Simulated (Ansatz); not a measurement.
Consider Al7N8 (cell charge −1, with a compensating background) (cell with a defect).

```cif
data_structure
_symmetry_space_group_name_H-M 'P 1'
_symmetry_Int_Tables_number 1
_cell_length_a 5.0180
_cell_length_b 6.2605
_cell_length_c 6.2605
_cell_angle_alpha 120.000
_cell_angle_beta 90.000
_cell_angle_gamma 90.000
_cell_volume 170.32
loop_
_atom_site_label
_atom_site_type_symbol
_atom_site_fract_x
_atom_site_fract_y
_atom_site_fract_z
_atom_site_occupancy
Al1 Al 0.00084 0.63592 0.31134 1
Al2 Al 0.00083 0.18699 0.86241 1
Al3 Al 0.01378 0.69507 0.80328 1
Al4 Al 0.49218 0.82255 0.15667 1
Al5 Al 0.51557 0.31859 0.17974 1
Al6 Al 0.49702 0.84456 0.65377 1
Al7 Al 0.49218 0.34165 0.67577 1
N1 N 0.44005 0.15140 0.34692 1
N2 N 0.37695 0.65613 0.32559 1
N3 N 0.37695 0.17274 0.84220 1
N4 N 0.37581 0.67875 0.81957 1
N5 N 0.84963 0.70123 0.06779 1
N6 N 0.88500 0.32056 0.17778 1
N7 N 0.87731 0.85517 0.64317 1
N8 N 0.84964 0.43053 0.79708 1
```

The program warned that a starting moment wasn't kept; spin-polarised, but the moments vanished.

Method: DFT PBE, scalar-relativistic, plane waves, PAW in Ansatz.

> What can the converged valence pseudo-density and electron localisation function tell about the bonding?

Al–N (1.83 Å): ρ at the midpoint is about 0.78 e/Å³; the ELF peaks at about 0.90 between the atoms (a shared but strongly polarised pair).
Al–N (1.83 Å): the density is about 0.78 e/Å³ at the midpoint; the ELF peaks at about 0.90 between the atoms, as expected for a shared but strongly polarised pair.
Al–N (1.90 Å): ρ at the midpoint is about 0.68 e/Å³; the ELF peaks at about 0.90 between the atoms; a polar covalent bond.

> Does the calculation give a band gap?

It is gapped, with a Kohn–Sham gap of 2.4 eV on the k-point mesh (the band edges may lie off the mesh, which would make the gap smaller).

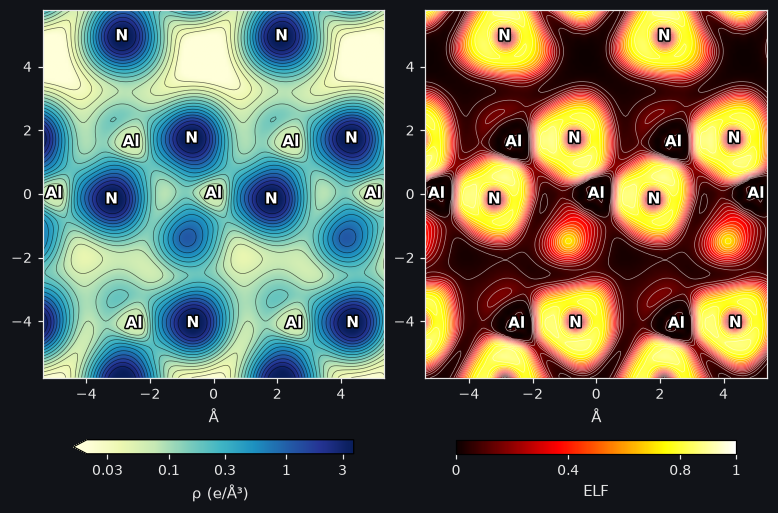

Computed valence pseudo-density and electron localisation function on the (011) plane of the calculation cell, in this order. Atoms just off the plane (N, 0.8 Å away) can leave unmarked features too.
